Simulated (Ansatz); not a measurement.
AlNi$_{3}$: single-point calculation

- system: AlNi$_{3}$ (P1, 4 atoms in the cell)
- method: DFT r2SCAN, scalar-relativistic, plane waves, PAW, no spin polarisation (Ansatz 0.2.0)

The structure derives from a Materials Project entry. It belongs to a series of runs on one base structure; here: all atoms moved at random (sigma 0.1 Å), cell strained at random (1 %). Figures and captions count atoms from 1; the log counts them from 0 in places.

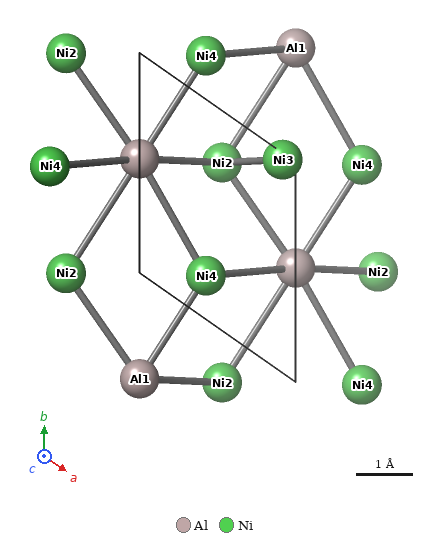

*The input geometry (ball-and-stick view of the cell of the calculation, set on other vectors, along the c axis; bonded neighbours outside the cell are drawn too; atoms are numbered from 1 in the order of the input). An atom can appear more than once, as a periodic image.*

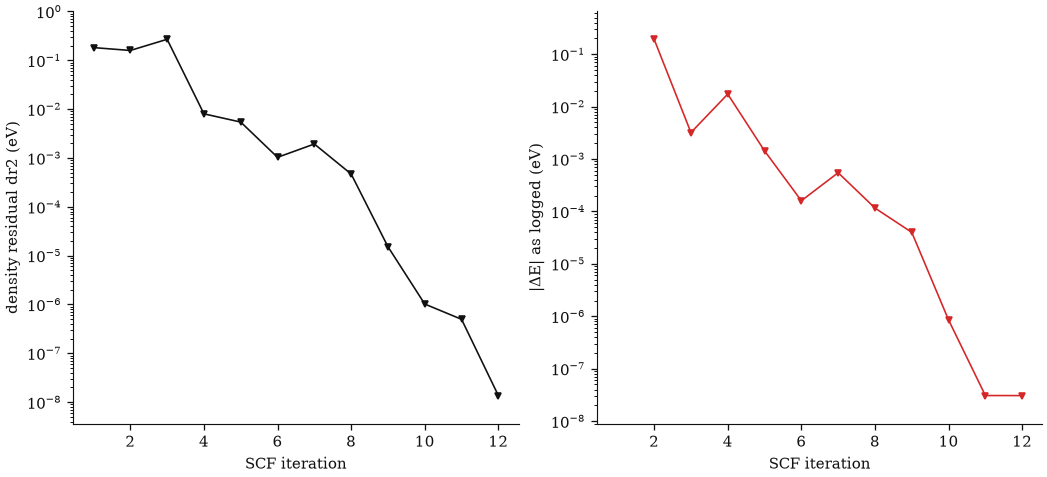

*Convergence of the self-consistent field: density residual dr2 and size of the energy change against the SCF iteration.*

The residual falls almost steadily, with no more than small rises.

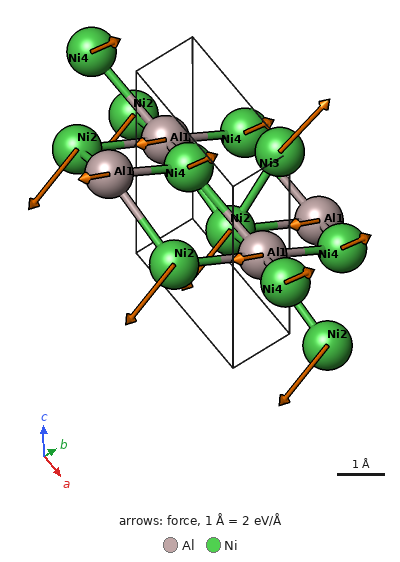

*Forces on the atoms as orange arrows (ball-and-stick view of the cell of the calculation, set on other vectors, seen slightly off an axis; bonded neighbours outside the cell are drawn too; atoms are numbered from 1 in the order of the input).*

The largest act on Ni2 (3.72 eV/Å); Ni3 (3.54 eV/Å); Ni4 (1.72 eV/Å); Al1 (1.71 eV/Å). The geometry is not a stationary point of this energy.

The input that produced these results follows, with the program's output.

Input
```yaml
crystal:
  lattice:
    - [0.0091803197, 2.8086990902, 2.8014686452]
    - [2.803515059, 0.0061289969, 2.804519968]
    - [2.8105818206, 2.8188171747, -0.0009377647]
  atoms:
    - { symbol: Al, position: [0.5179937806, 0.4754529908, 0.4812022906] }
    - { symbol: Ni, position: [0.2347094222, 0.2129657574, 0.2359009799] }
    - { symbol: Ni, position: [0.0527018359, -0.0376585175, 0.0301498793] }
    - { symbol: Ni, position: [0.7728995969, 0.7206613382, 0.8016672262] }
basis:
  ecutwfc: 500
kpoints:
  mp_grid: { grid: [10, 10, 10] }
hamiltonian:
  xc: r2scan
scf:
  occupations: { method: gaussian, width: 0.1 }
output:
  forces: true
  stress: true
  eigenvalues: true
```

Command:
```bash
ansatz run input.yaml --threads 1 --pin off --max-ram 2560MiB --backend cpu --events-out ev --progress --plain --runs-dir out
```

What the program printed
```
Engine: ansatz 0.2.0, x86_64-unknown-linux-gnu
Pseudopotentials: kind: paw
Pseudopotential: Al, paw, valence charge 3, recommended cutoff 500 eV (meta_gga), Al.paw.azcp
Pseudopotential: Ni, paw, valence charge 18, recommended cutoff 500 eV (meta_gga), Ni.paw.azcp
Functional definition: r2SCAN
  parameter k0 = 0.174
  parameter k1 = 0.065
  parameter a1 = 4.9479
  exchange = r2scan_x(k0 = k0, k1 = k1, a1 = a1)
  correlation = r2scan_c
Crystal: 4 atoms, lattice volume = 44.165 Å³
Basis set: ecut = 500 eV, 1139 PW (Γ), exchange–correlation on 120×120×120 points (64 copies of the dense FFT grid, shifted against one another)
Bands: 35, of which v1, the nominal top of the filled ones, is band 29 counted from 1 (28 counted from 0)
Symmetry: 1 space group operations
Space group: P1 (ITA 1), of the structure as read, at distance tolerance 3.5e-5 Å
k-points: 504 of 1000 (time reversal used)
Non-local potential: Al, projectors of the file, l = 0: 2, l = 1: 2, l = 2: 1
Non-local potential: Ni, projectors of the file, l = 0: 3, l = 1: 2, l = 2: 3, l = 3: 1
PAW form: soft (Blöchl's): semilocal exchange-correlation on the pseudo side does not see the compensation charge
PAW frozen core: Al, regenerated for the run's functional (the file was generated under x = pbe(κ = 0.804, μ = 0.2195149727645171), c = pbe(β = 0.06672455060314922))
PAW frozen core: Ni, regenerated for the run's functional (the file was generated under x = pbe(κ = 0.804, μ = 0.2195149727645171), c = pbe(β = 0.06672455060314922))
PAW one-centre angular grid: Al, 302 points (default); XC on 160 Gauss nodes
PAW one-centre angular grid: Ni, 590 points (default); XC on 160 Gauss nodes
Initial density: superposition of atomic densities (neutral atoms: chi_scale 0, normalization atom), corrected by the library's trained network
Initial wavefunctions: pseudopotential atomic-orbital guess
Functional: x = r2scan, c = r2scan; τ floored in thin density (d = 2e-4 eV/Å³)
SCF iter   1: F=—  HF=-18076.755659 eV  |F-HF|=—  |Δ(HF+E_count)|=         —  Δρ=2.40e-2  dr2=1.82e-1  dr2_τ=1.49e-1  ethr=1.77e-3  ⟨swp⟩=5.7  Hψ=62557  notcnv=0
preconditioner: auto → Kerker (q_TF=auto, 2.847 Å⁻¹)  [metal: Δε(μ)=0.003 eV  Ē_g=8.098 eV  σ=0.100 eV  W_gap=0.02  n_scr=14 (ndim 8)  ℏωp=32.1 eV  f_vac=0.001  D(μ)=2.66/eV (n_scr^D=26)]
SCF iter   2: F=—  HF=-18076.947281 eV  |F-HF|=—  |Δ(HF+E_count)|=   1.92e-1  Δρ=2.26e-2  dr2=1.59e-1  dr2_τ=2.07e-3  ethr=3.19e-4  ⟨swp⟩=2.9  Hψ=38593  notcnv=0  defer=716
SCF iter   3: F=—  HF=-18076.950476 eV  |F-HF|=—  |Δ(HF+E_count)|=   3.20e-3  Δρ=2.81e-2  dr2=2.69e-1  dr2_τ=1.21e-3  ethr=2.80e-4  ⟨swp⟩=2.4  Hψ=25862  notcnv=0  defer=716
SCF iter   4: F=—  HF=-18076.933168 eV  |F-HF|=—  |Δ(HF+E_count)|=   1.73e-2  Δρ=4.57e-3  dr2=8.01e-3  dr2_τ=4.76e-5  ethr=2.80e-4  ⟨swp⟩=2.0  Hψ=20030  notcnv=0  defer=716
SCF iter   5: F=—  HF=-18076.931741 eV  |F-HF|=—  |Δ(HF+E_count)|=   1.43e-3  Δρ=4.31e-3  dr2=5.43e-3  dr2_τ=2.87e-5  ethr=1.41e-5  ⟨swp⟩=1.8  Hψ=26783  notcnv=0  defer=712
SCF iter   6: F=—  HF=-18076.931582 eV  |F-HF|=—  |Δ(HF+E_count)|=   1.60e-4  Δρ=2.15e-3  dr2=1.03e-3  dr2_τ=9.34e-6  ethr=9.53e-6  ⟨swp⟩=1.0  Hψ=17740  notcnv=0  defer=709
SCF iter   7: F=—  HF=-18076.932130 eV  |F-HF|=—  |Δ(HF+E_count)|=   5.48e-4  Δρ=2.41e-3  dr2=1.93e-3  dr2_τ=6.52e-6  ethr=1.81e-6  ⟨swp⟩=2.0  Hψ=27984  notcnv=0  defer=709
SCF iter   8: F=—  HF=-18076.932014 eV  |F-HF|=—  |Δ(HF+E_count)|=   1.16e-4  Δρ=1.19e-3  dr2=4.69e-4  dr2_τ=4.14e-6  ethr=1.81e-6  ⟨swp⟩=1.0  Hψ=16985  notcnv=0  defer=709
SCF iter   9: F=—  HF=-18076.931974 eV  |F-HF|=—  |Δ(HF+E_count)|=   3.99e-5  Δρ=2.23e-4  dr2=1.52e-5  dr2_τ=2.11e-7  ethr=8.22e-7  ⟨swp⟩=1.0  Hψ=16938  notcnv=0  defer=709
SCF iter  10: F=—  HF=-18076.931973 eV  |F-HF|=—  |Δ(HF+E_count)|=   8.50e-7  Δρ=5.72e-5  dr2=1.02e-6  dr2_τ=1.28e-8  ethr=2.66e-8  ⟨swp⟩=2.3  Hψ=27684  notcnv=0  defer=709
SCF iter  11: F=—  HF=-18076.931973 eV  |F-HF|=—  |Δ(HF+E_count)|=   3.08e-8  Δρ=3.92e-5  dr2=4.96e-7  dr2_τ=1.96e-9  ethr=1.78e-9  ⟨swp⟩=1.6  Hψ=17917  notcnv=0  defer=709
SCF iter  12: F=-18076.931973 eV  HF=-18076.931973 eV  |F-HF|=1.33e-8  |Δ(HF+E_count)|=   3.07e-8  Δρ=6.11e-6  dr2=1.36e-8  dr2_τ=5.73e-11  ethr=1.75e-10  ⟨swp⟩=8.7  Hψ=89610  notcnv=0
SCF 1 converged in 12 iterations: F = -18076.931973 eV  dr2 = 1.36e-8
  greatest PAW one-centre occupation: 1.001 electrons in one spin orbital (limit 2), on the Ni atom at site 3 (counted from 0), in its partial waves of l = 1
SCF converged after 12 iterations
Free energy (F): -18076.931973 eV
Harris-Foulkes:  -18076.931973 eV  (|F-HF|=1.33e-8)
Internal energy: -18076.918007 eV  (E = F + TS)
E sigma→0 (E₀):  -18076.924990 eV
Entropy (-TS):   -0.013965 eV (-3.491 meV/atom)
Fermi energy:    16.190553 eV
--- Per-component energies (eV) ---
  E_band       = -984.188196
  E_kinetic    = 881.921100
  E_local      = -12067.424588  (includes V_loc(G=0)·N_el)
  E_nonlocal   = 1938.991972
  E_hartree    = 5161.024267
  E_xc         = -275.792366
  E_vxc        = -386.820204  (∫ρ·V_xc dr)
  E_paw        = -5414.274698  (= ΣΔE_a)
  E_vpaw       = -1700.977871  (= ΣTr[D̂ρ^β])
  E_aug_tail   = 0.000696  (compensation charges beyond the density's cutoff)
  E_vtau       = 28.074658  (kinetic-family band-sum trace: ∫τ·v_τ [+ j·A + Jᵃ·Aᵃ] dr)
  E_ewald      = -8300.404076
  E_core_change = -0.960314  (= ΣΔE_core)
  E_smearing   = -0.013965  (= −TS)
  E_closure    = -0.000000  (closes the sum)
  Σ components = -18076.931973   (vs F -18076.931973, Δ=0.00e0)
--- Forces (eV/Å), atoms counted from 1 ---
  atom   1  Al     1.01481766     0.98079215    -0.95674340
  atom   2  Ni     1.77556819     2.32676530     2.28999915
  atom   3  Ni    -1.52806289    -2.41110122    -2.08734331
  atom   4  Ni    -1.26231862    -0.89643760     0.75410323
  max |Σ_I F_I| component: 1.86e-5 eV/Å
--- Stress (GPa, compression-positive) ---
        9.456186       4.031347       2.903369
        4.031345       8.904275       4.600206
        2.903370       4.600207       8.299365
  P = ⅓ Tr σ = 8.8866 GPa (88.866 kbar)
--- Band table (eV; the first three rows and the last of 504) ---
  k-point 0: bands = ["-90.5425", "-90.4584", "-90.3561", "-49.7587", "-49.4546", "-49.4369", "-49.4054", "-49.3812", "-49.3626", "-49.3119", "-49.2307", "-49.1605", "5.4850", "12.0482", "12.1893", "12.4823", "12.6439", "12.7121", "13.4839", "13.6776", "13.7496", "14.8237", "15.2113", "15.2732", "15.2961", "15.5248", "15.5824", "15.5974", "21.4946", "21.6439", "21.8909", "22.2936", "22.4554", "22.5572", "24.1133"]
  k-point 1: bands = ["-90.5424", "-90.4583", "-90.3563", "-49.7587", "-49.4547", "-49.4366", "-49.4051", "-49.3820", "-49.3624", "-49.3125", "-49.2303", "-49.1603", "5.6397", "12.0590", "12.1445", "12.4270", "12.7150", "12.7779", "13.4923", "13.6538", "13.7383", "14.7252", "15.1014", "15.2150", "15.3242", "15.5302", "15.5487", "15.6303", "20.0000", "21.1540", "21.4564", "22.7100", "22.9774", "23.1047", "24.4282"]
  k-point 2: bands = ["-90.5420", "-90.4581", "-90.3569", "-49.7587", "-49.4550", "-49.4356", "-49.4045", "-49.3841", "-49.3623", "-49.3141", "-49.2292", "-49.1595", "6.0979", "11.9643", "12.1046", "12.2928", "12.8671", "12.9331", "13.5037", "13.5953", "13.7130", "14.5036", "14.8983", "15.0835", "15.2621", "15.5109", "15.5577", "15.6613", "18.2093", "20.6595", "20.9342", "22.4972", "23.0747", "23.2872", "24.4883"]
  k-point 503: bands = ["-90.5386", "-90.4571", "-90.3613", "-49.7406", "-49.4725", "-49.4386", "-49.3922", "-49.3860", "-49.3667", "-49.3344", "-49.2203", "-49.1528", "8.4671", "9.7167", "12.1330", "12.2435", "12.5833", "13.0775", "13.1302", "13.5189", "13.6024", "14.5315", "14.5948", "14.7511", "15.4992", "15.5079", "15.7996", "16.0009", "16.2578", "20.0584", "20.5411", "21.2588", "21.6205", "22.1181", "24.7575"]
```

Results in brief

```tsv
quantity	value
outcome	converged
space group (tolerance 0.01 Å)	P1 (1)
electrons treated	57
free energy	−18076.9320 eV
Fermi energy	16.191 eV
gap on the k-point mesh	none (metallic)
pressure	8.89 GPa
largest force (length of the vector)	3.716 eV/Å
hardware	1 thread of Intel Xeon @ 2.50GHz (Skylake/Cascade Lake), 189 GiB of memory available, shared host
wall time	5.3 min
peak memory	1.1 GiB
```

The run has no spin polarisation, so a magnetic state may lie lower. The cell is under a pressure of 8.9 GPa at this level, so it is not at its equilibrium volume.
